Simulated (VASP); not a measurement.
The compound is HfO2 (space group P4_2/mnm, No. 136), taken as coordinates from a relaxation with VASP Kohn-Sham DFT of a periodic cell, BEEF-vdW, VASP PAW PBE potentials, recommended (VASP).

```cif
data_structure
_symmetry_space_group_name_H-M 'P4_2/mnm'
_symmetry_Int_Tables_number 136
_cell_length_a 4.8644
_cell_length_b 4.8644
_cell_length_c 3.2310
_cell_angle_alpha 90.000
_cell_angle_beta 90.000
_cell_angle_gamma 90.000
_cell_volume 76.45
loop_
_atom_site_label
_atom_site_type_symbol
_atom_site_symmetry_multiplicity
_atom_site_Wyckoff_symbol
_atom_site_fract_x
_atom_site_fract_y
_atom_site_fract_z
_atom_site_occupancy
Hf1 Hf 2 b 0.00000 0.00000 0.50000 1
O1 O 4 f 0.30521 0.69479 0.50000 1
```

Describe how the polyhedra about Hf are linked (bonds: Hf–O below 2.4 Å).

Hf: HfO6 octahedron, sharing corners with eight neighbours and edges with two neighbours.

They form a three-dimensional framework of corner- and edge-sharing octahedra.

Centre to centre across a shared corner: 3.80 Å; across a shared edge: 3.23 Å.

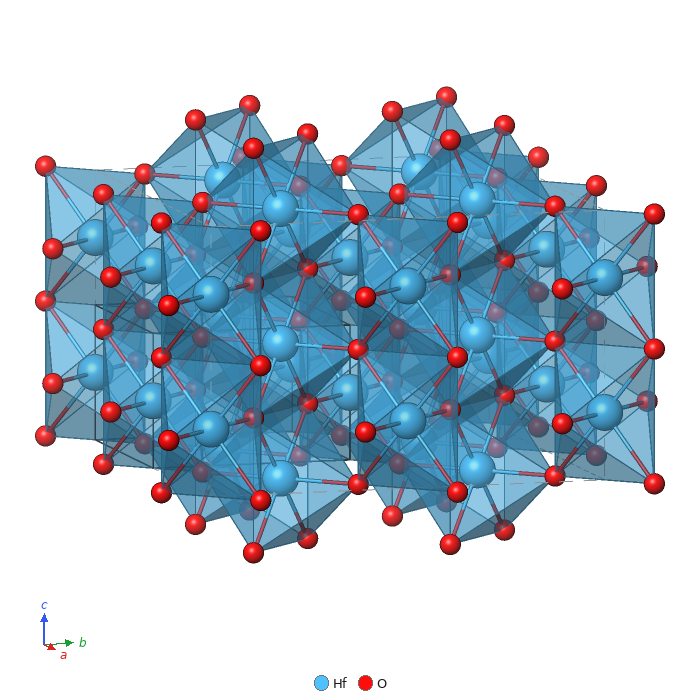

Polyhedra are drawn about Hf (bonds: Hf–O below 2.4 Å); other atoms are plain spheres.
